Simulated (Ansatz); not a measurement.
## Two runs on CuO

System: CuO (4 atoms in the cell).
Method of run A: DFT r2SCAN, scalar-relativistic, plane waves, PAW, spin-polarised (Ansatz 0.2.0).

The structure derives from a Materials Project entry. Text and figures count atoms from 1; the logs count them from 0 in places.

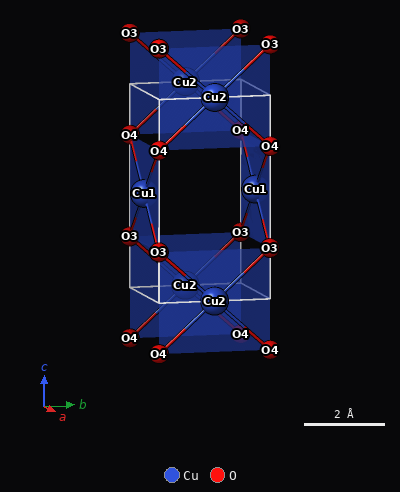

Figure 1. The input geometry (polyhedral view of the cell of the calculation, seen slightly off an axis; polyhedra are completed across the faces of the cell; atoms are numbered from 1 in the order of the input). An atom can appear more than once, as a periodic image.

**Input file, run A**
```yaml
crystal:
  lattice:
    - [2.8795009639, 0.0, 0.0]
    - [0.039072758, 2.8792794796, 0.0]
    - [0.0174953863, 0.0172449008, 5.1763391994]
  atoms:
    - { symbol: Cu, position: [0.5, 0.0, 0.5], spin: -0.61 }
    - { symbol: Cu, position: [0.0, 0.5, 0.0], spin: 0.61 }
    - { symbol: O, position: [0.00157603, 0.99832822, 0.2501129] }
    - { symbol: O, position: [0.99842397, 0.00167178, 0.7498871] }
basis:
  ecutwfc: 500
kpoints:
  mp_grid: { grid: [14, 14, 8] }
hamiltonian:
  xc: r2scan
scf:
  occupations: { method: gaussian, width: 0.1 }
output:
  forces: true
  stress: true
  eigenvalues: true
  populations: true
  write_density: true
  write_potential: true
  elf: true
  volumetric_format: npy
magnetization:
  spin_polarized: true
```

Launched with:
```bash
ansatz run input.yaml --threads 1 --pin off --max-ram 2560MiB --backend cpu --events-out ev --progress --plain --runs-dir out
```

Hardware: 1 thread of Intel Xeon @ 2.50GHz (Skylake/Cascade Lake), 192 GiB of memory available, shared host.

**Output, shortened to warnings, some set-up lines, iterations and results (run A)**
```
Basis set: ecut = 500 eV, 1087 PW (Γ), exchange–correlation on 96×96×160 points (64 copies of the dense FFT grid, shifted against one another)
Symmetry: 2 space group operations
k-points: 788 of 1568
Initial density: superposition of atomic densities (chi_scale 0.1, normalization cell, long waves kept (reshape's long-wave potential 0.00 eV rms))
[...]
SCF iter   1: F=—  HF=-14396.628296 eV  |F-HF|=—  |Δ(HF+E_count)|=         —  Δρ=4.91e-2 (↑4.87e-2 ↓4.91e-2)  dr2=4.20e-1  dr2_τ=2.26e-2  dr2_m=6.50e-1  M=-0.000 μB …
SCF iter   2: F=—  HF=-14396.925936 eV  |F-HF|=—  |Δ(HF+E_count)|=   2.98e-1  Δρ=3.26e-2 (↑3.26e-2 ↓3.24e-2)  dr2=2.17e-1  dr2_τ=7.33e-3  dr2_m=2.41e-1  M=0.001 μB ∫|m|=0.581 …
SCF iter   3: F=—  HF=-14397.092932 eV  |F-HF|=—  |Δ(HF+E_count)|=   1.67e-1  Δρ=2.34e-2 (↑2.32e-2 ↓2.34e-2)  dr2=1.56e-1  dr2_τ=3.93e-3  dr2_m=9.78e-2  M=0.001 μB ∫|m|=0.633 …
SCF iter   4: F=—  HF=-14397.327106 eV  |F-HF|=—  |Δ(HF+E_count)|=   2.34e-1  Δρ=1.33e-2 (↑1.12e-2 ↓1.33e-2)  dr2=7.41e-2  dr2_τ=7.91e-4  dr2_m=2.65e-2  M=0.005 μB ∫|m|=0.829 …
SCF iter   5: F=—  HF=-14397.339290 eV  |F-HF|=—  |Δ(HF+E_count)|=   1.22e-2  Δρ=1.24e-2 (↑1.24e-2 ↓1.07e-2)  dr2=5.42e-2  dr2_τ=7.12e-4  dr2_m=2.78e-2  M=0.000 μB ∫|m|=0.897 …
[... 9 lines ...]
SCF iter  15: F=—  HF=-14397.457318 eV  |F-HF|=—  |Δ(HF+E_count)|=   8.24e-7  Δρ=6.24e-5 (↑6.24e-5 ↓5.46e-5)  dr2=4.63e-7  dr2_τ=9.52e-9  dr2_m=1.18e-6  M=0.000 μB ∫|m|=1.546 …
SCF iter  16: F=—  HF=-14397.457320 eV  |F-HF|=—  |Δ(HF+E_count)|=   1.72e-6  Δρ=1.87e-5 (↑1.87e-5 ↓1.75e-5)  dr2=3.19e-7  dr2_τ=1.36e-9  dr2_m=1.02e-8  M=0.000 μB ∫|m|=1.545 …
SCF iter  17: F=—  HF=-14397.457320 eV  |F-HF|=—  |Δ(HF+E_count)|=   1.00e-7  Δρ=1.20e-5 (↑1.20e-5 ↓1.19e-5)  dr2=1.50e-7  dr2_τ=5.54e-10  dr2_m=4.95e-9  M=0.000 μB …
SCF iter  18: F=-14397.457320 eV  HF=-14397.457320 eV  |F-HF|=1.49e-8  |Δ(HF+E_count)|=   3.50e-9  Δρ=3.93e-6 (↑3.93e-6 ↓3.24e-6)  dr2=1.00e-8  dr2_τ=1.29e-10  dr2_m=9.67e-10 …
SCF 1 converged in 18 iterations: F = -14397.457320 eV  dr2 = 1.00e-8
this state was not tested for a lower state beside it, because the mixer in use, unlike msr1, does not test its closes by its own steps (another_mixer; see scf.mixing.algorithm and scf.lower_state_search)
SCF converged after 18 iterations
Magnetization: 0.0004 μB (25.0002 up, 24.9998 down)
Absolute magnetization: 1.5344 μB (∫|ρ↑−ρ↓|, with the PAW one-centre terms)
Spin contamination: 0.8255 ħ² per cell (⟨S²⟩ above its minimum at these occupations)
Per-site moments (μB) at R_I (Å): [(-0.5569019610475106, 0.7983571883277322), (0.5570611391743258, 0.7986000271989621), (0.00023454213424457912, 0.7983571883277322), (0.0002345421342447211, 0.7983571883277323)]
Free energy (F): -14397.457320 eV
Harris-Foulkes:  -14397.457320 eV  (|F-HF|=1.49e-8)
Internal energy: -14397.454753 eV  (E = F + TS)
E sigma→0 (E₀):  -14397.456036 eV
Entropy (-TS):   -0.002567 eV (-0.642 meV/atom)
Fermi energy:    11.256046 eV
--- Per-component energies (eV) ---
  E_band       = -976.726312
  E_kinetic    = 943.474032
  E_local      = -10033.497937  (includes V_loc(G=0)·N_el)
  E_nonlocal   = 879.792314
  E_hartree    = 4347.462721
  E_xc         = -312.030989
  E_vxc        = -456.028569  (∫ρ·V_xc dr)
  E_paw        = -3666.292956  (= ΣΔE_a)
  E_vpaw       = -1035.812976  (= ΣTr[D̂ρ^β])
  E_aug_tail   = 0.002356  (compensation charges beyond the density's cutoff)
  E_vtau       = 30.424450  (kinetic-family band-sum trace: ∫τ·v_τ [+ j·A + Jᵃ·Aᵃ] dr)
  E_ewald      = -6555.698196
  E_core_change = -0.666098  (= ΣΔE_core)
  E_smearing   = -0.002567  (= −TS)
  E_closure    = -0.000000  (closes the sum)
  Σ components = -14397.457320   (vs F -14397.457320, Δ=0.00e0)
--- Forces (eV/Å), atoms counted from 1 ---
  atom   1  Cu     0.00000000     0.00000000     0.00000000
  atom   2  Cu     0.00000000     0.00000000     0.00000000
  atom   3  O     -0.00205600     0.00359252    -0.01335097
  atom   4  O      0.00205600    -0.00359252     0.01335097
  max |Σ_I F_I| component: 0.00e0 eV/Å
--- Stress (GPa, compression-positive) ---
       -0.062135      -0.028332       0.004499
       -0.028330      -0.125763       0.019576
        0.004495       0.019572      -0.350847
  P = ⅓ Tr σ = -0.1796 GPa (-1.796 kbar)
--- Löwdin populations: 4 sites ---
  site symbol       q [e]    m [muB]
     0     Cu     17.9035    -0.4877
     1     Cu     17.9041     0.4878
     2      O      6.9768     0.0002
     3      O      6.9768     0.0002
  spilling = 0.004776 (of n_electrons = 50.000000)
```

The input of run B differs as follows (lines with − go, lines with + come):
```diff
-    - { symbol: Cu, position: [0.5, 0.0, 0.5], spin: -0.61 }
-    - { symbol: Cu, position: [0.0, 0.5, 0.0], spin: 0.61 }
+    - { symbol: Cu, position: [0.5, 0.0, 0.5], spin: -1.0 }
+    - { symbol: Cu, position: [0.0, 0.5, 0.0], spin: 1.0 }
-  mp_grid: { grid: [14, 14, 8] }
+  mp_grid: { grid: [6, 6, 4] }
-  write_density: true
-  write_potential: true
-  elf: true
-  volumetric_format: npy
```

How does run B compare with run A?

With the same functional and potentials, run B lies 0.18 meV per atom higher (other lines of the input change too). The SCF takes 27 iterations against 18. The irreducible k-points go from 788 to 76. On the same kind of shared host run B took about 0.14 times as long.

**Output, shortened to warnings, some set-up lines, iterations and results (run B)**
```
Basis set: ecut = 500 eV, 1087 PW (Γ), exchange–correlation on 96×96×160 points (64 copies of the dense FFT grid, shifted against one another)
Symmetry: 2 space group operations
k-points: 76 of 144
Initial density: superposition of atomic densities (chi_scale 0.1, normalization cell, long waves kept (reshape's long-wave potential 0.00 eV rms))
[...]
SCF iter   1: F=—  HF=-14396.383238 eV  |F-HF|=—  |Δ(HF+E_count)|=         —  Δρ=7.30e-2 (↑7.26e-2 ↓7.30e-2)  dr2=3.74e-1  dr2_τ=3.67e-2  dr2_m=1.80e0  M=-0.001 μB ∫|m|=0.794 …
SCF iter   2: F=—  HF=-14396.831730 eV  |F-HF|=—  |Δ(HF+E_count)|=   4.48e-1  Δρ=4.85e-2 (↑4.85e-2 ↓4.82e-2)  dr2=2.38e-1  dr2_τ=1.04e-2  dr2_m=7.36e-1  M=0.001 μB ∫|m|=0.891 …
SCF iter   3: F=—  HF=-14397.066371 eV  |F-HF|=—  |Δ(HF+E_count)|=   2.35e-1  Δρ=3.42e-2 (↑3.40e-2 ↓3.42e-2)  dr2=1.78e-1  dr2_τ=5.82e-3  dr2_m=3.31e-1  M=-0.000 μB …
SCF iter   4: F=—  HF=-14397.323365 eV  |F-HF|=—  |Δ(HF+E_count)|=   2.57e-1  Δρ=1.88e-2 (↑1.88e-2 ↓1.61e-2)  dr2=2.85e-2  dr2_τ=1.68e-3  dr2_m=1.10e-1  M=0.009 μB ∫|m|=1.042 …
SCF iter   5: F=—  HF=-14397.360981 eV  |F-HF|=—  |Δ(HF+E_count)|=   3.76e-2  Δρ=1.12e-2 (↑1.09e-2 ↓1.12e-2)  dr2=2.40e-2  dr2_τ=7.72e-4  dr2_m=4.06e-2  M=0.004 μB ∫|m|=1.117 …
[... 18 lines ...]
SCF iter  24: F=—  HF=-14397.456580 eV  |F-HF|=—  |Δ(HF+E_count)|=   5.15e-6  Δρ=1.78e-5 (↑1.78e-5 ↓1.66e-5)  dr2=6.45e-8  dr2_τ=1.18e-9  dr2_m=8.18e-8  M=0.001 μB ∫|m|=1.538 …
SCF iter  25: F=—  HF=-14397.456584 eV  |F-HF|=—  |Δ(HF+E_count)|=   3.31e-6  Δρ=1.09e-5 (↑1.09e-5 ↓1.09e-5)  dr2=5.03e-8  dr2_τ=4.89e-10  dr2_m=3.13e-8  M=0.001 μB …
SCF iter  26: F=—  HF=-14397.456584 eV  |F-HF|=—  |Δ(HF+E_count)|=   7.27e-7  Δρ=7.15e-6 (↑6.87e-6 ↓7.15e-6)  dr2=1.45e-8  dr2_τ=2.73e-10  dr2_m=1.37e-8  M=0.001 μB …
SCF iter  27: F=-14397.456585 eV  HF=-14397.456585 eV  |F-HF|=4.49e-9  |Δ(HF+E_count)|=   2.75e-7  Δρ=2.20e-6 (↑2.00e-6 ↓2.20e-6)  dr2=2.76e-9  dr2_τ=2.90e-11  dr2_m=3.75e-10 …
SCF 1 converged in 27 iterations: F = -14397.456585 eV  dr2 = 2.76e-9
this state was not tested for a lower state beside it, because the mixer in use, unlike msr1, does not test its closes by its own steps (another_mixer; see scf.mixing.algorithm and scf.lower_state_search)
SCF converged after 27 iterations
Magnetization: 0.0005 μB (25.0003 up, 24.9997 down)
Absolute magnetization: 1.5255 μB (∫|ρ↑−ρ↓|, with the PAW one-centre terms)
Spin contamination: 0.8191 ħ² per cell (⟨S²⟩ above its minimum at these occupations)
Per-site moments (μB) at R_I (Å): [(-0.5543443364750097, 0.7983571883277322), (0.5545538813837013, 0.7986000271989621), (0.0002557828324160791, 0.7983571883277322), (0.00025578283241615724, 0.7983571883277323)]
Free energy (F): -14397.456585 eV
Harris-Foulkes:  -14397.456585 eV  (|F-HF|=4.49e-9)
Internal energy: -14397.453520 eV  (E = F + TS)
E sigma→0 (E₀):  -14397.455052 eV
Entropy (-TS):   -0.003065 eV (-0.766 meV/atom)
Fermi energy:    11.288545 eV
--- Per-component energies (eV) ---
  E_band       = -976.609818
  E_kinetic    = 943.486587
  E_local      = -10033.684012  (includes V_loc(G=0)·N_el)
  E_nonlocal   = 879.849011
  E_hartree    = 4347.624999
  E_xc         = -312.029398
  E_vxc        = -456.028935  (∫ρ·V_xc dr)
  E_paw        = -3666.338769  (= ΣΔE_a)
  E_vpaw       = -1035.915534  (= ΣTr[D̂ρ^β])
  E_aug_tail   = 0.002356  (compensation charges beyond the density's cutoff)
  E_vtau       = 30.425833  (kinetic-family band-sum trace: ∫τ·v_τ [+ j·A + Jᵃ·Aᵃ] dr)
  E_ewald      = -6555.698196
  E_core_change = -0.666098  (= ΣΔE_core)
  E_smearing   = -0.003065  (= −TS)
  E_closure    = -0.000000  (closes the sum)
  Σ components = -14397.456585   (vs F -14397.456585, Δ=0.00e0)
--- Forces (eV/Å), atoms counted from 1 ---
  atom   1  Cu     0.00000000     0.00000000     0.00000000
  atom   2  Cu     0.00000000     0.00000000     0.00000000
  atom   3  O     -0.00218176     0.00372455    -0.01319744
  atom   4  O      0.00218176    -0.00372455     0.01319744
  max |Σ_I F_I| component: 0.00e0 eV/Å
--- Stress (GPa, compression-positive) ---
       -0.022486      -0.027535       0.004499
       -0.027533      -0.084176       0.019430
        0.004499       0.019430      -0.384064
  P = ⅓ Tr σ = -0.1636 GPa (-1.636 kbar)
--- Löwdin populations: 4 sites ---
  site symbol       q [e]    m [muB]
     0     Cu     17.9042    -0.4858
     1     Cu     17.9048     0.4859
     2      O      6.9763     0.0002
     3      O      6.9763     0.0002
  spilling = 0.004767 (of n_electrons = 50.000000)
```

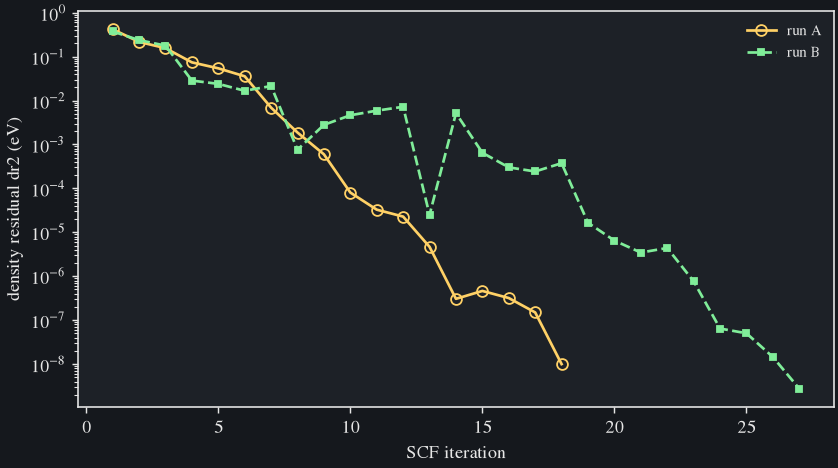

Figure 2. Convergence of the two runs: density residual dr2 against the SCF iteration. Run A takes 18 iterations in all, and run B takes 27.

**The two runs side by side**

```tsv
quantity	run A	run B
outcome	converged	converged
free energy per atom (eV)	−3599.3643	−3599.3641
energy per atom, smearing taken to zero (eV)	−3599.3640	−3599.3638
gap on the mesh (eV)	0.00	0.00
net moment of the cell (μB)	0.00	0.00
absolute moment of the cell (μB)	1.53	1.53
pressure (GPa)	−0.18	−0.16
largest force (eV/Å)	0.014	0.014
SCF iterations	18	27
irreducible k-points	788	76
plane waves at Γ	1087	1087
wall time (shared host)	8.8 min	75 s
```

For both runs: The electronic state found may not be the lowest one. Warnings: the state was not tested for a lower one.
